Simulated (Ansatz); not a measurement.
System: antifluorite-type Li₂Se, space group Fm-3m, 3 atoms in the primitive cell, relaxed with r2SCAN.

```
Se Li
1.0
     0.00000    2.99352    2.99352
     2.99352    0.00000    2.99352
     2.99352    2.99352    0.00000
Se Li
1 2
Direct
  0.00000 0.00000 0.00000
  0.25000 0.25000 0.25000
  0.75000 0.75000 0.75000
```

Method: PBE, Ansatz PAW set, no spin polarisation, no spin-orbit coupling, 8×8×8 k mesh, 420 eV cutoff, Fermi-Dirac smearing of 0.02 eV (Ansatz 0.2.0).

What will the band structure look like? The path is Γ–X–U|K–Γ–L–W–X.

The bands leave a gap. The gap along this path is 2.97 eV and indirect, from the valence-band top at Γ to the conduction-band bottom at X; the smallest direct gap is 3.42 eV, at Γ. Three bands meet at the valence-band top at Γ: it is triply degenerate (spin aside). The top valence band spans 1.8 eV and the lowest conduction band 2.6 eV. The direct gaps are 4.42 eV at X, 5.67 eV at L and 3.42 eV at Γ.

Spin-orbit coupling is left out, which matters for Se. LDA, GGA and most meta-GGA functionals understate gaps. The cell was built by a generator and needn't be a form met in nature.

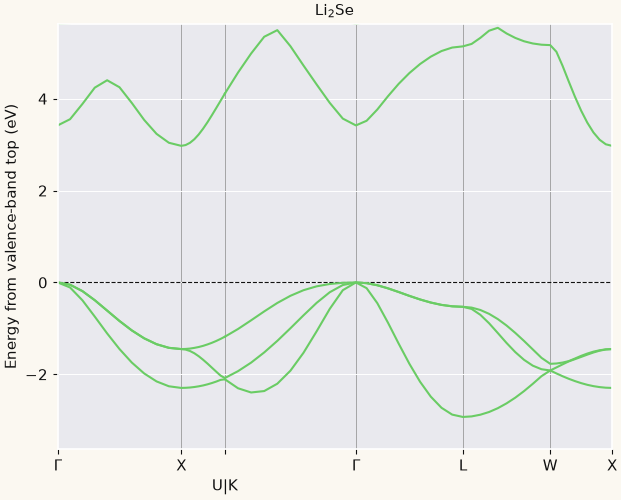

Band structure. Energies are counted from the top of the valence band.
